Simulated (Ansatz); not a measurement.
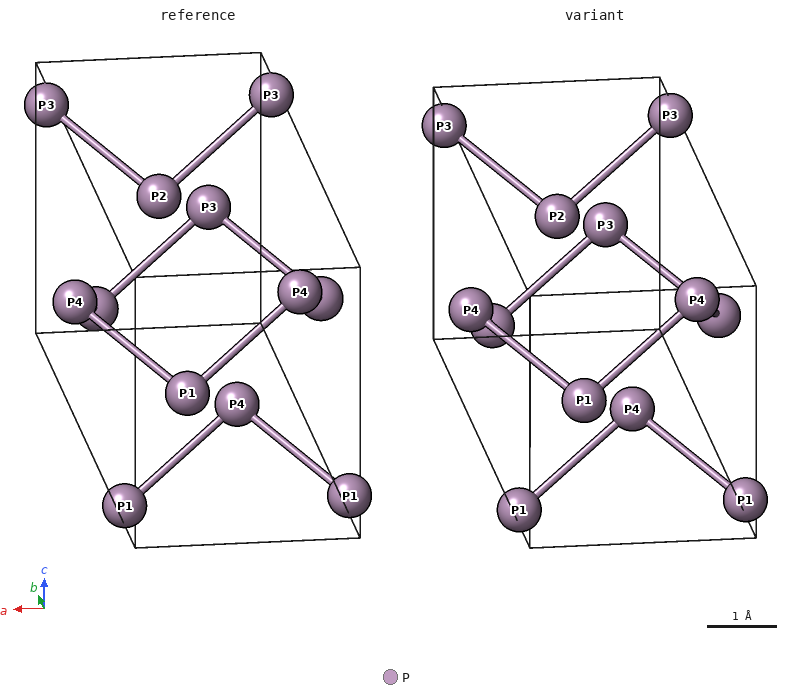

Left: a crystal of P (set up in Cmce). Right: the same structure after one change, at the same scale. A ball-and-stick model of the conventional cell (2 times the calculation's cell), seen from a free direction. Lengths and directions refer to the drawn axes.

Theory: Ansatz, DFT PBE+D3(BJ), scalar-relativistic, plane waves, PAW. (plane-wave cutoff 420 eV; k-point mesh 14 × 14 × 10; occupations gaussian; smearing width 0.1 eV; no spin polarisation)

> What was changed?

The volume is changed by −9.0 %. The cell's shape and the atoms are relaxed at that volume.

> How do the computed properties respond?

Energy change: +13.4 meV per atom. The pressure goes from 0.0 to 2.9 GPa. It is metallic before and after. The volume changes by −9.0 %, with a 3.323 → 3.341 Å (+0.6 %), b 10.195 → 9.905 Å (−2.8 %), c 4.165 → 3.879 Å (−6.9 %). The largest moves relative to the cell, 0.063 Å, are those of P1, P2, P3 and P4. P1 goes along [0 1 −3]. Near-neighbour distances before and after: P–P 2.250 → 2.242 Å. The space group stays Cmce (No. 64).
